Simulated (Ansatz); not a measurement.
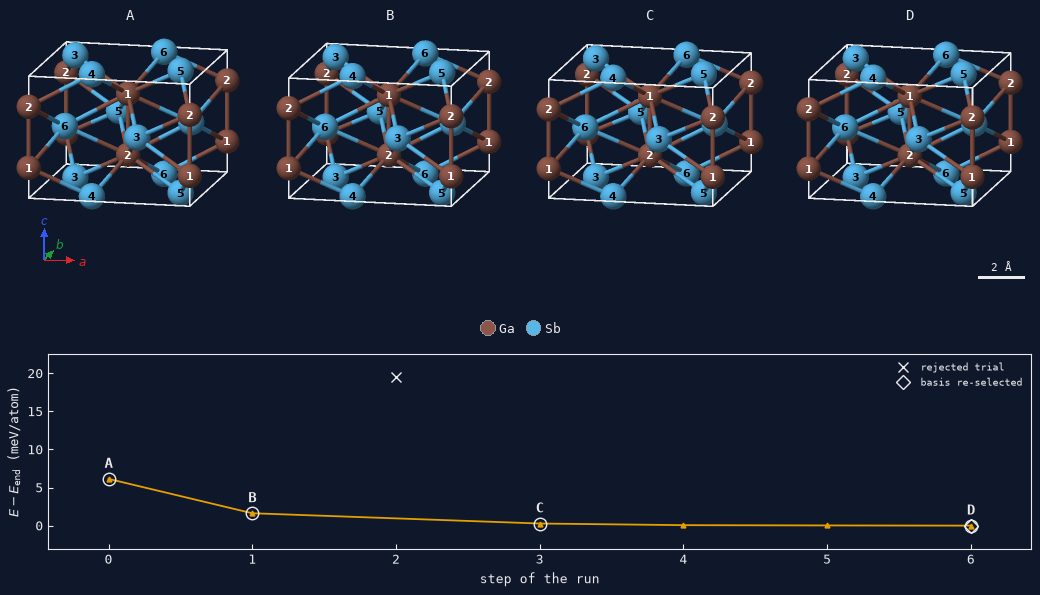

Frames of a relaxation of solid GaSb2 (a generated structure, set up in I4/mcm), marked on the history of the run. Style: ball-and-stick. Shown: the conventional cell (2 times the calculation's cell), slightly off an axis. Lengths and directions refer to the drawn axes.

Case: V → Ga on all its sites, cell and atoms relaxed.

Method: DFT PBEsol, scalar-relativistic, plane waves, PAW in Ansatz.

Input
```yaml
crystal:
  lattice:
    - [-3.6336098933, 3.6336098933, 2.7449337625]
    - [3.6336098933, -3.6336098933, 2.7449337625]
    - [3.6336098933, 3.6336098933, -2.7449337625]
  atoms:
    - { symbol: Ga, position: [0.25, 0.25, 0.0] }
    - { symbol: Ga, position: [0.75, 0.75, 0.0] }
    - { symbol: Sb, position: [0.6404942276, 0.1404942276, 0.7809884553] }
    - { symbol: Sb, position: [0.1404942276, 0.3595057724, 0.5] }
    - { symbol: Sb, position: [0.3595057724, 0.8595057724, 0.2190115447] }
    - { symbol: Sb, position: [0.8595057724, 0.6404942276, 0.5] }
basis:
  ecutwfc: 420
kpoints:
  mp_grid: { grid: [8, 8, 8] }
hamiltonian:
  xc: pbesol
scf:
  occupations: { method: gaussian, width: 0.1 }
output:
  forces: true
  stress: true
  eigenvalues: true
relax:
  adjacent_minimum: "off"
  f_tol: 0.01
  max_steps: 60
  cell: { stress_tol: 0.1 }
```

Launched with:
```bash
ansatz run input.yaml --threads 1 --pin off --max-ram 2560MiB --backend cpu --events-out ev --progress --plain --runs-dir out
```

What happens along the run?

Answer. The largest moves relative to the cell, 0.020 Å, are those of Sb3, Sb4, Sb5 and Sb6. Sb6 goes along [−1 1 0]. Ga stays in place. The volume changes by +0.5 %, with a = b 7.267 → 7.391 Å (+1.7 %), c 5.490 → 5.334 Å (−2.8 %). Among the contacts that change: Ga1–Ga2 2.745 → 2.667 Å, Ga1–Sb3 3.123 → 3.156 Å, Sb3–Sb5 2.888 → 2.897 Å. The space group stays I4/mcm (No. 140). Over 4 accepted moves (6 points after the start) the energy falls by 6.1 meV per atom. The largest force component goes from 0.02 to 0.0048 eV/Å. The pressure goes from 0.02 to 0.01 GPa. The line search rejected the trial step at point 2 of the run. The SCF was repeated once at an unchanged geometry on a basis and grid sized afresh for the cell, which shifted the energy by less than 0.05 meV per atom at most. From step 0 to 1: volume +0.2 %, energy −4.5 meV per atom. From step 1 to 3: volume +0.7 %, energy −1.3 meV per atom. From step 3 to 6: volume −0.4 %, energy −0.3 meV per atom.

| step | E − E(0), meV/atom | largest force component, eV/Å | pressure, GPa | volume, Å³/atom | note |
| --- | --- | --- | --- | --- | --- |
| 0 | 0.00 | 0.0199 | 0.02 | 24.161 |  |
| 1 | -4.51 | 0.0305 | -0.03 | 24.221 |  |
| 2 | 13.32 | 0.3989 | 1.87 | 24.158 | rejected |
| 3 | -5.86 | 0.0369 | -0.32 | 24.390 |  |
| 4 | -6.08 | 0.0028 | 0.19 | 24.208 |  |
| 5 | -6.11 | 0.0048 | 0.01 | 24.280 |  |
| 6 | -6.14 | 0.0048 | 0.01 | 24.280 | same geometry, new basis |
